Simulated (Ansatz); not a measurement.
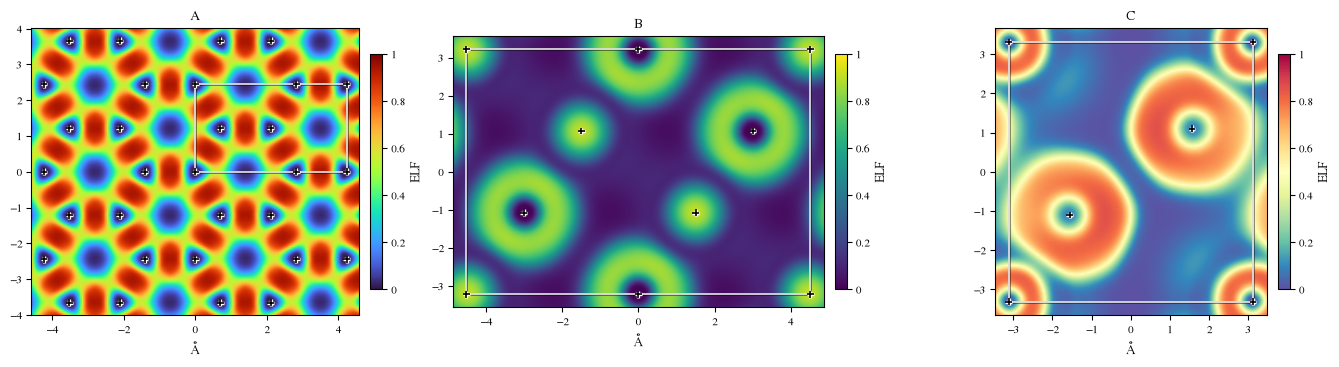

The electron localisation function of 3 systems, each on a plane through atoms (crosses mark nuclei in the plane).

Computed with Ansatz 0.2.0, Kohn-Sham DFT of a periodic cell, PBE, Ansatz PAW.

System 1: ZrSe2, the (110) plane of the conventional cell. Space group P-3m1.

```cif
data_structure
_symmetry_space_group_name_H-M 'P 1'
_symmetry_Int_Tables_number 1
_cell_length_a 3.8232
_cell_length_b 3.8232
_cell_length_c 6.2330
_cell_angle_alpha 90.000
_cell_angle_beta 90.000
_cell_angle_gamma 120.000
_cell_volume 78.90
loop_
_atom_site_label
_atom_site_type_symbol
_atom_site_fract_x
_atom_site_fract_y
_atom_site_fract_z
_atom_site_occupancy
Zr1 Zr 0.00000 0.00000 0.00000 1
Se1 Se 0.66667 0.33333 0.75000 1
Se2 Se 0.33333 0.66667 0.25000 1
```

System 2: MnS, the (110) plane of the conventional cell. Space group R-3m; a structure from a database of computed crystals, not necessarily the ambient phase; computed pressure about −4 GPa in this cell; spin-polarised.

```xyz
6
Lattice="3.7082 0.0000 0.0000 -1.8541 3.2114 0.0000 0.0000 0.0000 9.0300" Properties=species:S:1:pos:R:3 pbc="T T T"
Mn    0.0000    0.0000    0.0000
Mn    1.8541    1.0704    3.0100
Mn    0.0000    2.1409    6.0201
S     0.0000    2.1409    1.5050
S     0.0000    0.0000    4.5150
S     1.8541    1.0704    7.5250
```

System 3: C, the (001) plane of the conventional cell. Space group C2/m; a structure from a database of computed crystals, not necessarily the ambient phase; computed pressure about 10 GPa in this cell.

```yaml
crystal:
  lattice:
    - [4.22609, 0.00000, 0.00000]
    - [0.00000, 2.44008, 0.00000]
    - [-1.36981, 0.00000, 3.47932]
  atoms:
    - { symbol: C, position: [0.16664, 0.00000, 0.99991] }
    - { symbol: C, position: [0.66664, 0.50000, 0.99991] }
    - { symbol: C, position: [0.33336, 0.50000, 0.00009] }
    - { symbol: C, position: [0.83336, 0.00000, 0.00009] }
```

### Which map belongs to which system?

Panel A is system 3, C: the plane holds C. C–C (1.41 Å): the ELF peaks at about 0.95 between the atoms, as expected for a covalent bond. Panel B is system 2, MnS: the plane holds Mn and S. Mn–S (2.62 Å): the ELF peaks at about 0.85 in the valence shell of S, 0.8 Å from its nucleus, and is about 0.40 at the midpoint. Panel C is system 1, ZrSe2: the plane holds Zr and Se. Zr–Se (2.70 Å): the ELF is about 0.45 at the midpoint.
